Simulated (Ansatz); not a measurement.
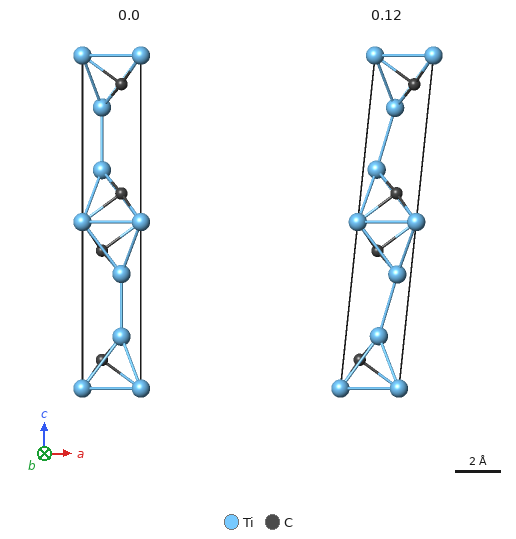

A crystal of Ti3C2 (set up in P6_3/mmc), under shear of c along a (cell held, atoms relaxed), with energies (extrapolated to zero smearing) counted from the relaxed crystal, which is the row at zero. The picture shows the first and the last member. A ball-and-stick model of the cell of the calculation, seen along the b axis.

Computed with Ansatz 0.2.0: DFT r2SCAN, scalar-relativistic, plane waves, PAW. Settings: plane-wave cutoff 500 eV; k-point mesh 12 × 12 × 4; occupations gaussian; smearing width 0.1 eV; no spin polarisation; atoms relaxed in a fixed cell; force threshold 0.008 eV/Å.

```json
{"strain": "0.0", "energy (meV/atom)": "0.00", "a (Å)": "3.064", "c (Å)": "15.119"}
{"strain": "0.02", "energy (meV/atom)": "−0.58", "a (Å)": "3.064", "c (Å)": "15.122"}
{"strain": "0.04", "energy (meV/atom)": "−2.25", "a (Å)": "3.064", "c (Å)": "15.131"}
{"strain": "0.06", "energy (meV/atom)": "−4.80", "a (Å)": "3.064", "c (Å)": "15.146"}
{"strain": "0.08", "energy (meV/atom)": "?", "a (Å)": "?", "c (Å)": "?"}
{"strain": "0.12", "energy (meV/atom)": "−14.28", "a (Å)": "3.064", "c (Å)": "15.227"}
```

**Estimate the missing row from the others, and compare with the calculation.**

A parabola through three neighbouring rows (0.04, 0.06, 0.12) gives, with Lagrange weights, (−0.5000)(−2.25) + (1.3333)(−4.80) + (0.1667)(−14.28) = −7.66 meV/atom. The calculation gives −7.85 meV/atom (a = 3.064 Å, c = 15.167 Å). The estimate is 0.19 meV/atom too high. Some rows lie up to 14.28 meV/atom below the unstrained cell, which smearing and mesh noise or a second, shallow minimum can cause. From the first member to the last: Ti–Ti 2.848 → 2.965 Å, Ti–Ti 2.946 → 2.980 Å, C–Ti 2.061 → 2.079 Å.

The whole series:

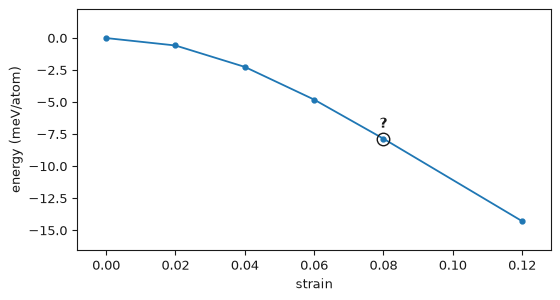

Each member starts from this one structure; whether another phase lies lower wasn't checked.
